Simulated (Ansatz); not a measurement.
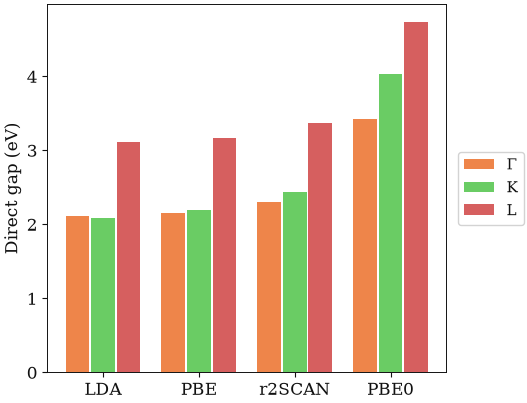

Direct gap at each named k point, by several methods on one cell of CdI2-type PtS$_{2}$, space group P-3m1, 3 atoms in the cell, relaxed with r2SCAN+rVV10; a = 3.553 Å, c = 5.123 Å (hexagonal axes). All runs are without spin-orbit coupling and carry no moments. The cell is at 4 GPa in PBE. The smallest gap is indirect or lies off these points.

| method | program | Γ (eV) | K (eV) | L (eV) |
| --- | --- | --- | --- | --- |
| LDA | Ansatz | 2.11 | 2.09 | 3.11 |
| PBE | Ansatz | 2.15 | 2.19 | 3.17 |
| r2SCAN | Ansatz | 2.30 | 2.44 | 3.37 |
| PBE0 | Ansatz | 3.43 | 4.03 | 4.74 |

Estimate the r2SCANh values. It was run as: r2SCANh, Ansatz PAW set, 6×6×4 k mesh, 500 eV cutoff, fixed occupations (Ansatz).

Exact exchange opens the gap over the semilocal values shown, the highest of which is 2.30 eV (r2SCAN) at Γ. r2SCANh gives 2.78 eV at Γ, 3.12 eV at K and 3.95 eV at L, which is +0.63 eV from PBE at Γ.

Does r2SCANh open these direct gaps by one amount over PBE?

The shifts are +0.63 eV at Γ, +0.93 eV at K and +0.78 eV at L, and at points that aren't plotted +0.92 eV (A), +0.99 eV (M) and +1.13 eV (H): over the named points that both runs hold, a spread of 0.50 eV on a mean of 0.90 eV, so one shift doesn't describe them.

How do the methods rank at Γ?

From low to high: LDA 2.11, PBE 2.15, r2SCAN 2.30, r2SCANh 2.78, PBE0 3.43 eV.

Settings. LDA: Ansatz PAW set, 12×12×6 k mesh, 420 eV cutoff, fixed occupations (Ansatz 0.2.0). PBE: Ansatz PAW set, 12×12×6 k mesh, 420 eV cutoff, Fermi-Dirac smearing of 0.02 eV (Ansatz 0.2.0). r2SCAN: Ansatz PAW set, 12×12×6 k mesh, 500 eV cutoff, fixed occupations (Ansatz 0.2.0). PBE0: Ansatz PAW set, 6×6×4 k mesh, 420 eV cutoff, fixed occupations (Ansatz 0.2.0).

These are five of the 7 methods that were run on this cell. Spin-orbit coupling is left out, which matters for Pt. LDA, r2SCAN, r2SCANh and PBE0: the PAW data sets were made with another functional. LDA, GGA and most meta-GGA functionals understate gaps. r2SCANh and PBE0: the k mesh is thin for exact exchange. Over all k points computed the smallest gap is 0.49 eV in LDA, 0.71 eV in PBE, 0.79 eV in r2SCAN, 1.23 eV in r2SCANh and 1.83 eV in PBE0.
